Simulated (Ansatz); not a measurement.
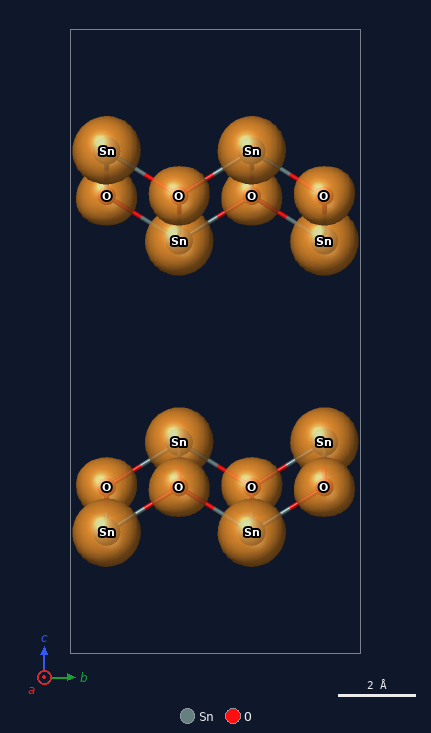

Figure 1: SnO (slab). Isosurface of the valence pseudo-density at 0.8 e/Å³ (orange), seen along the a axis. Sticks mark near contacts.

These are results of DFT PBE+D3(BJ), scalar-relativistic, plane waves, PAW in Ansatz 0.2.0, not measurements.

Core electrons are frozen (PAW), and the valence fields are smoothed inside the atomic spheres.

How is the density connected at this value?

Answer. At this value the density breaks into separate islands; it holds about 70 % of the electrons treated as valence (semicore included). It bridges none of the near contacts. It is pinched off along the shortest Sn–O (2.25 Å) contacts. On the grid the lowest density along these lines, outside the cores, is 0.45 e/Å³ (Sn–O, 2.25 Å).

Does the calculation give a band gap?

Answer. It is gapped, with a Kohn–Sham gap of 2.8 eV on the k-point mesh, an upper bound to the gap of this method.
